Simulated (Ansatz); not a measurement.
Input structure:

```
Al N
1.0
     4.36980    0.00000    0.00000
     0.00000    2.18490   -2.18490
     0.00000    9.73668    9.73668
Al N
6 6
Direct
  0.00000 0.00000 0.33170
  0.50000 0.50000 0.44390
  0.00000 0.00000 0.55610
  0.50000 0.50000 0.66830
  0.00000 0.00000 0.78050
  0.50000 0.50000 0.21950
  0.75000 0.00000 0.44390
  0.25000 0.50000 0.55610
  0.75000 0.00000 0.66830
  0.25000 0.50000 0.78050
  0.75000 0.00000 0.21950
  0.25000 0.50000 0.33170
```

What crystal do these data define?

Answer. The structure is one of AlN. One cell contains 6 Al, 6 N, 12 atoms in all. Al takes three kinds of site: two a cell with four N in a tetrahedral arrangement at 1.89 Å; two a cell with four N in a tetrahedral arrangement at 1.89 Å; two a cell with three N in a trigonal pyramidal arrangement at 1.89 Å. N takes three kinds of site: two a cell with four Al in a tetrahedral arrangement at 1.89 Å; two a cell with four Al in a tetrahedral arrangement at 1.89 Å; two a cell with three Al in a trigonal pyramidal arrangement at 1.89 Å. The bonds build AlN layers parallel to (001).

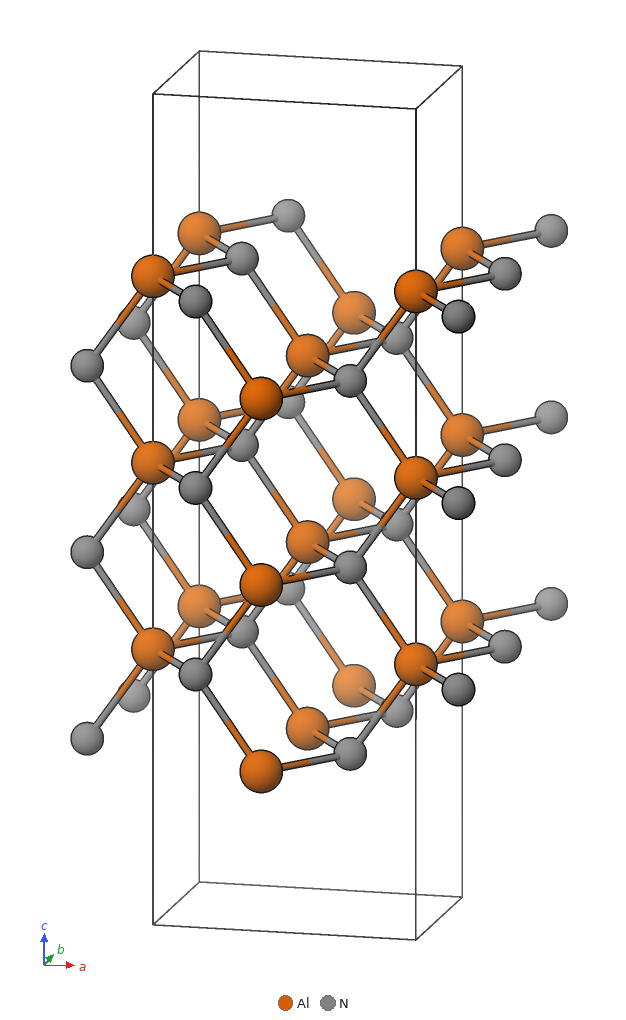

Ball-and-stick representation of a periodic structure, projected slightly off an axis. The frame is the simulation cell; atoms at its boundary are shown with their periodic copies. Periodic images bonded to atoms of the box are shown as well.

Its origin is a structure listed in the Materials Project. The cell was then strained or its atoms displaced on purpose. It was run through Ansatz as a DFT input.

At this level of theory the run's own cell isn't at rest (stretched, at -4 GPa and forces up to 3.3 eV/Å), so its distances can differ from those at equilibrium, the more so the softer the solid.
